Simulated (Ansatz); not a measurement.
```
Fe Ni
1.0
     3.54425    0.00000    0.00000
     0.00000    3.54425    0.00000
     0.00000    0.00000    3.54425
Fe Ni
1 3
Direct
  0.00000 0.00000 0.00000
  0.00000 0.50000 0.50000
  0.50000 0.00000 0.50000
  0.50000 0.50000 0.00000
```

Space group Pm-3m; a structure generated by program, which may or may not match a known phase; spin-polarised.

All numbers below come from DFT PBE, scalar-relativistic, plane waves, PAW in Ansatz.

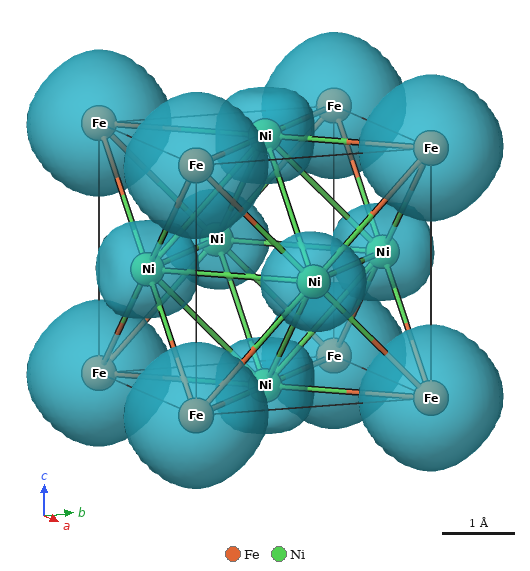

FeNi3. Isosurface of the spin density at −0.08 e/Å³ (cyan), seen slightly off an axis. Sticks mark near contacts.

In a PAW calculation such maps are meaningful between the atoms, not at the nuclei.

Q: Which atoms carry the moments, and with what signs?

A: The spin density sits on Fe: −2.9 μB in one cell of 4 atoms, with smaller moments on other sites: Ni (up to −0.69 μB): parallel main moments, as they must be, since the calculation's own cell holds one magnetic site. The cell of the calculation (4 atoms) carries 4.8 μB of net spin moment.
